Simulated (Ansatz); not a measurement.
**KCl (Sylvite): a many-body input that goes wrong, and its mend**

What is wrong with this input for KCl (Sylvite)?

Main program and level: Ansatz 0.2.0; G0W0 on PBE, plane waves, PAW.

## (1) Set-up

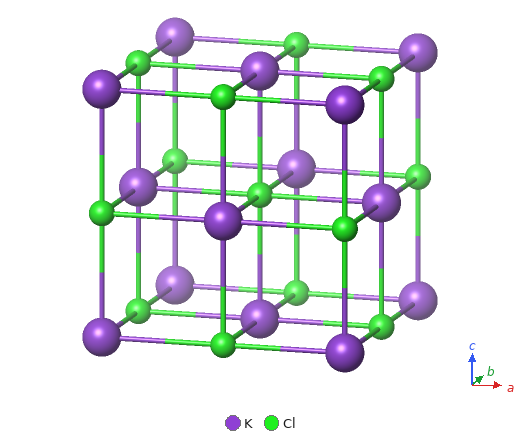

The starting structure, seen slightly off an axis (potassium purple, chlorine green). This picture shows the conventional cell, with its axes. Some periodic images of atoms are drawn too.

The cell and positions come from the Crystallography Open Database and are kept as given unless a step says otherwise. The default PAW set here is soft_2. Its files were made with PBE.

## (2) First try

input.yaml reads:

```yaml
crystal:
  lattice:
    - [0.0, 3.14647, 3.14647]
    - [3.14647, 0.0, 3.14647]
    - [3.14647, 3.14647, 0.0]
  atoms:
    - { symbol: K, position: [0.0, 0.0, 0.0] }
    - { symbol: Cl, position: [0.5, 0.5, 0.5] }
kpoints:
  mp_grid: { grid: [4, 4, 4] }
hamiltonian:
  xc: pbe
scf:
  occupations: { method: fixed }
gw:
  n_empty_bands: 65
  ecut_chi: 2
  qp_bands: [v2, c2]
  qp_kpoints: band_edges
  screening: { model: contour_deformation }
```

Launch:

```console
$ ansatz run input.yaml --threads 3 --pin off --max-ram 92160MiB --backend cuda --events-out ev --progress --plain --runs-dir out --devices 1 --max-vram 13GiB
```

Numbers of over 12 decimals in the logs are rounded to 6 here.

Output:

```text
GPUs: using 1 of 1 available (devices: 1).
Engine: ansatz 0.2.0, x86_64-unknown-linux-gnu
Pseudopotentials: kind: paw
Pseudopotential: K, paw, valence charge 9, recommended cutoff 420 eV (normal), K.paw.azcp
Pseudopotential: Cl, paw, valence charge 7, recommended cutoff 420 eV (normal), Cl.paw.azcp
Functional definition: PBE
  parameter kappa = 0.804
  parameter beta = 0.066725
  exchange = pbe_x(kappa = kappa, mu = beta*pi^2/3)
  correlation = pbe_c(beta = beta)
device memory: the entry about to start is reckoned to put 0.8 GiB on a device that reports 49.8 GiB free (of which the cap on the GPU budget leaves the run 13.0 GiB)
GPU FFT provider: cuFFT
GPU libraries: cuBLAS 13.8.2, cuFFT 12.4.0, cuSOLVER 12.3.4
Crystal: 2 atoms, lattice volume = 62.302 Å³
Basis set: ecut = 420 eV, 1243 PW (Γ)
Bands: 12, of which v1, the nominal top of the filled ones, is band 8 counted from 1 (7 counted from 0)
Symmetry: 48 space group operations
Space group: Fm-3m (ITA 225), of the structure as read, at distance tolerance 4.0e-5 Å
k-points: 8 of 64
Non-local potential: K, projectors of the file, l = 0: 3, l = 1: 2, l = 2: 2
Non-local potential: Cl, projectors of the file, l = 0: 2, l = 1: 2, l = 2: 2
PAW form: soft (Blöchl's): semilocal exchange-correlation on the pseudo side does not see the compensation charge
PAW one-centre angular grid: K, 110 points (default); XC on 64 Gauss nodes
PAW one-centre angular grid: Cl, 110 points (default); XC on 64 Gauss nodes
Initial density: superposition of atomic densities (neutral atoms: chi_scale 0, normalization atom), corrected by the library's trained network
Initial wavefunctions: pseudopotential atomic-orbital guess
GPU buffer pool allocated for 27000 grid points (all kernels)
GPU transforms: local potential and band sums: pruned to the plane-wave sphere, on 30×30×30
Functional: x = pbe(κ = 0.804, μ = 0.219515), c = pbe(β = 0.066725)
SCF iter   1: F=—  HF=-2621.220130 eV  |F-HF|=—  |Δ(HF+E_count)|=         —  Δρ=2.11e-4  dr2=1.54e-5  ethr=1.77e-3  ⟨swp⟩=4.4  Hψ=520  notcnv=0  defer=12
preconditioner: auto → none  [insulator: Δε(μ)=5.182 eV  Ē_g=15.281 eV  n_scr=14 (ndim 8)  ℏωp=17.6 eV  f_vac=0.081  ε∞_Penn≈2.3]
SCF iter   2: F=—  HF=-2621.219890 eV  |F-HF|=—  |Δ(HF+E_count)|=   2.40e-4  Δρ=2.71e-4  dr2=6.80e-5  ethr=9.63e-8  ⟨swp⟩=3.4  Hψ=295  notcnv=0  defer=13
SCF iter   3: F=—  HF=-2621.219875 eV  |F-HF|=—  |Δ(HF+E_count)|=   1.44e-5  Δρ=1.55e-4  dr2=2.10e-5  ethr=9.63e-8  ⟨swp⟩=2.0  Hψ=128  notcnv=0  defer=13
SCF iter   4: F=—  HF=-2621.219873 eV  |F-HF|=—  |Δ(HF+E_count)|=   2.09e-6  Δρ=5.52e-5  dr2=2.56e-6  ethr=9.63e-8  ⟨swp⟩=2.0  Hψ=152  notcnv=0  defer=14
SCF iter   5: F=—  HF=-2621.219872 eV  |F-HF|=—  |Δ(HF+E_count)|=   6.82e-7  Δρ=2.19e-5  dr2=3.97e-7  ethr=1.60e-8  ⟨swp⟩=2.0  Hψ=117  notcnv=0  defer=14
SCF iter   6: F=-2621.219872 eV  HF=-2621.219872 eV  |F-HF|=3.07e-8  |Δ(HF+E_count)|=   1.20e-7  Δρ=6.80e-6  dr2=3.83e-8  ethr=6.25e-10  ⟨swp⟩=4.4  Hψ=435  notcnv=0
SCF 1 converged in 6 iterations: F = -2621.219872 eV  dr2 = 3.83e-8
[...]
device memory: the entry about to start is reckoned to put 1.2 GiB on a device that reports 49.7 GiB free (of which the cap on the GPU budget leaves the run 13.0 GiB)
NSCF: frozen V_eff on 8 k-points
[...]
device memory: the entry about to start is reckoned to put 1.8 GiB on a device that reports 50.3 GiB free (of which the cap on the GPU budget leaves the run 13.0 GiB)
NSCF: frozen V_eff on 8 k-points
G₀W₀ screening: q 1/8
[... further progress lines ...]
device memory: the entry about to start is reckoned to put 0.3 GiB on a device that reports 55.8 GiB free (of which the cap on the GPU budget leaves the run 13.0 GiB)
NSCF: frozen V_eff on 1 k-points
SCF converged after 6 iterations
Free energy (F): -2621.219872 eV
Harris-Foulkes:  -2621.219872 eV  (|F-HF|=3.07e-8)
Internal energy: -2621.219872 eV  (E = F + TS)
E sigma→0 (E₀):  -2621.219872 eV
Fermi energy:    0.853681 eV
--- Per-component energies (eV) ---
  E_band       = -131.537324
  E_kinetic    = 416.295583
  E_local      = -835.243276  (includes V_loc(G=0)·N_el)
  E_nonlocal   = 41.058505
  E_hartree    = 280.134008
  E_xc         = -243.261756
  E_vxc        = -288.141458  (∫ρ·V_xc dr)
  E_paw        = -1441.182376  (= ΣΔE_a)
  E_vpaw       = -25.772280  (= ΣTr[D̂ρ^β])
  E_aug_tail   = 0.000085  (compensation charges beyond the density's cutoff)
  E_ewald      = -839.020646
  E_smearing   = -0.000000  (= −TS)
  E_closure    = 0.000000  (closes the sum)
  Σ components = -2621.219872   (vs F -2621.219872, Δ=0.00e0)
--- Band table (eV; the first three rows and the last of 8) ---
  k-point 0: bands = [... 4 lower, -9.7997, 0.8537, 0.8537, 0.8537, 6.0426, 9.2168, 9.2168, 9.2168]
  k-point 1: bands = [... 4 lower, -9.6738, 0.2677, 0.6853, 0.6853, 7.2988, 9.0094, 9.9621, 9.9621]
  k-point 2: bands = [... 4 lower, -9.5596, -0.1989, 0.5285, 0.5285, 8.4347, 9.4560, 11.3516, 11.3516]
  k-point 7: bands = [... 4 lower, -9.7107, 0.3673, 0.3817, 0.3817, 8.8818, 8.8818, 10.2917, 10.7063]
--- G₀W₀: contour deformation, 5 samples at zero and on the imaginary axis and 2 off it, 64 q-points, 65 empty bands' worth ---
  eigenvalues of the whole cell's RPA ε∞ on this k-mesh (on a slab, of 1 + 4πα/V) = 2.5676, 2.5676, 2.5676; static W/v taken at q = 0 is 0.389468
  gw.qp_kpoints: band_edges: 8 of 8 stored k-points solved, in 1 pass; an edge of the gap read off the rows below is read off those points alone
    ik  band        ε_KS         Σx   Σc(E_QP)       V_xc       Z   E_QP_lin       E_QP  E_QP is
     0     7      0.8537   -20.8086     2.0351   -16.3627  0.9042    -1.6037    -1.5570  root
     0     8      0.8537   -20.8086     2.0351   -16.3627  0.9042    -1.6037    -1.5570  root
     0     9      6.0426    -4.2173    -1.8915    -7.9235  0.9097     7.8788     7.8573  root
     0    10      9.2168    -4.2390    -2.1710    -9.1828  0.9060    12.0529    11.9895  root
     1     7      0.6853   -20.4939     2.0660   -16.0092  0.9030    -1.7815    -1.7332  root
     1     8      0.6853   -20.4939     2.0660   -16.0092  0.9030    -1.7815    -1.7332  root
     1     9      7.2988    -4.8886    -1.9767    -8.7549  0.9068     9.2141     9.1884  root
     1    10      9.0094    -4.2258    -2.1402    -8.8044  0.9048    11.4963    11.4477  root
     2     7      0.5285   -20.2341     2.0992   -15.7049  0.9019    -1.9517    -1.9015  root
     2     8      0.5285   -20.2341     2.0992   -15.7049  0.9019    -1.9517    -1.9015  root
     2     9      8.4347    -3.7763    -2.0073    -7.5987  0.9055    10.2743    10.2498  root
     2    10      9.4560    -5.6962    -2.2398   -10.4366  0.9005    12.0143    11.9564  root
     3     7      0.7244   -20.6288     2.0609   -16.1393  0.9035    -1.7524    -1.7041  root
     3     8      0.7244   -20.6288     2.0609   -16.1393  0.9035    -1.7524    -1.7041  root
[...]
6    10      9.1919    -4.4950    -2.0684    -9.0146  0.9077    11.6891    11.6431  root
     7     7      0.3817   -20.1252     2.1263   -15.5257  0.9015    -2.1442    -2.0915  root
     7     8      0.3817   -20.1252     2.1263   -15.5257  0.9015    -2.1442    -2.0915  root
     7     9      8.8818    -4.2775    -2.1302    -8.6986  0.9040    11.2157    11.1727  root
     7    10      8.8818    -4.2775    -2.1302    -8.6986  0.9040    11.2157    11.1727  root
```

It took 4.4 s on 1 × NVIDIA H100 80GB HBM3 (shared by 6 runs) with 3 threads of AMD EPYC 7R13 (Zen 3), shared host; peak memory 0.98 GiB; 5 s of CPU time.

**Diagnosis.**

The run ended normally, though the input holds a fault or crude settings.

The fault: screening cutoff of a few eV. Such a cutoff keeps only a few plane waves in the dielectric matrix, so local fields and the Coulomb hole are lost.

It printed a gap of 9.41 eV, which is an artefact of the settings.

## (3) A better input

Now the one-shot GW correction: screening in the RPA, then the self-energy of the levels asked for.

input.yaml, as its differences from that of step 2:

```diff
@@ -16,3 +16,3 @@
   n_empty_bands: 65
-  ecut_chi: 2
+  ecut_chi: 60
   qp_bands: [v2, c2]
```

Output:

```text
GPUs: using 1 of 1 available (devices: 1).
[...]
GPU FFT provider: cuFFT
GPU libraries: cuBLAS 13.8.2, cuFFT 12.4.0, cuSOLVER 12.3.4
Crystal: 2 atoms, lattice volume = 62.302 Å³
Basis set: ecut = 420 eV, 1243 PW (Γ)
Bands: 12, of which v1, the nominal top of the filled ones, is band 8 counted from 1 (7 counted from 0)
[... 1 set-up line as in the run before ...]
[...]
k-points: 8 of 64
[...]
GPU buffer pool allocated for 27000 grid points (all kernels)
[...]
SCF iter   1: F=—  HF=-2621.220130 eV  |F-HF|=—  |Δ(HF+E_count)|=         —  Δρ=2.11e-4  dr2=1.54e-5  ethr=1.77e-3  ⟨swp⟩=4.4  Hψ=520  notcnv=0  defer=12
[...]
SCF iter   6: F=-2621.219872 eV  HF=-2621.219872 eV  |F-HF|=3.07e-8  |Δ(HF+E_count)|=   1.20e-7  Δρ=6.80e-6  dr2=3.83e-8  ethr=6.25e-10  ⟨swp⟩=4.4  Hψ=435  notcnv=0
SCF 1 converged in 6 iterations: F = -2621.219872 eV  dr2 = 3.83e-8
[...]
0     7      0.8537   -20.8086     2.7553   -16.3627  0.8077    -0.8709    -0.8369  root
     0     8      0.8537   -20.8086     2.7553   -16.3627  0.8077    -0.8709    -0.8369  root
     0     9      6.0426    -4.2173    -2.9362    -7.9235  0.8700     6.8169     6.8126  root
     0    10      9.2168    -4.2390    -3.1822    -9.1828  0.8623    11.0069    10.9782  root
     1     7      0.6853   -20.4939     2.7626   -16.0092  0.8069    -1.0731    -1.0367  root
     1     8      0.6853   -20.4939     2.7626   -16.0092  0.8069    -1.0731    -1.0367  root
     1     9      7.2988    -4.8886    -2.9603    -8.7549  0.8630     8.2113     8.2048  root
     1    10      9.0094    -4.2258    -3.1032    -8.8044  0.8597    10.5053    10.4848  root
[...]
7     7      0.3817   -20.1252     2.7886   -15.5257  0.8072    -1.4714    -1.4293  root
     7     8      0.3817   -20.1252     2.7886   -15.5257  0.8072    -1.4714    -1.4293  root
     7     9      8.8818    -4.2775    -3.0569    -8.6986  0.8586    10.2637    10.2461  root
     7    10      8.8818    -4.2775    -3.0569    -8.6986  0.8586    10.2637    10.2461  root
[key lines of the parts left out:]
SCF converged after 6 iterations
Free energy (F): -2621.219872 eV
Fermi energy:    0.853681 eV
```

Run time: 12 s. Hardware: 1 × NVIDIA H100 80GB HBM3 (shared by 6 runs) with 3 threads; peak memory 0.98 GiB; 4.6 s of CPU time.

Numbers from this step:

```yaml
bands_summed: 73
rpa_eps_infinity_on_this_mesh_eigenvalues: 2.177, 2.177, 2.177
plane_waves_in_the_screening_matrix: 59
q_points_in_the_mesh: 64
g0w0_gap_on_the_mesh: 7.650 eV
k_of_the_valence_top: 0, 0, 0
k_of_the_conduction_bottom: 0, 0, 0
starting_gap_on_the_mesh: 5.189 eV
z_at_the_valence_top: 0.8077
z_at_the_conduction_bottom: 0.8700
least_direct_g0w0_gap_on_the_computed_points: 7.650 eV
```

The gap on the mesh goes from 5.19 eV to 7.65 eV, a correction of +2.46 eV. Between the two edge states, bare exchange in place of the xc potential would open the gap by 8.15 eV, and correlation takes back 5.69 eV.

## (4) What came out

```yaml
first_try: converged after 4.4 s
better_run: G0W0 gap on the mesh 7.65 eV (4×4×4 mesh, 65 empty bands, screening to 60 eV)
```

**Reading.** The second run differs in: screening cutoff (eV). Bands and cutoff are finite, so the gap is not at the basis limit. The miss can reach some tenths of an eV and take either sign; the mesh is an error of its own.

[Paths, hosts, dates, memory and timing lines, banners, echoed tables and standing remarks are left out of the program output.]

[Logs are printed without paths, hosts, clocks, repeated set-up lines and the standing remarks that a program may print on its own settings, such as how far it seeks lower states.]

[Runs of the session that timed out or met a known fault of the program may be left out.]

[Cells called generated may have been cut or substituted from an entry of the Crystallography Open Database or the Materials Project.]

[Hosts, paths, dates, database ids (printed as entryN), source tags and the programs' standing remarks are cut or masked in the printed files.]
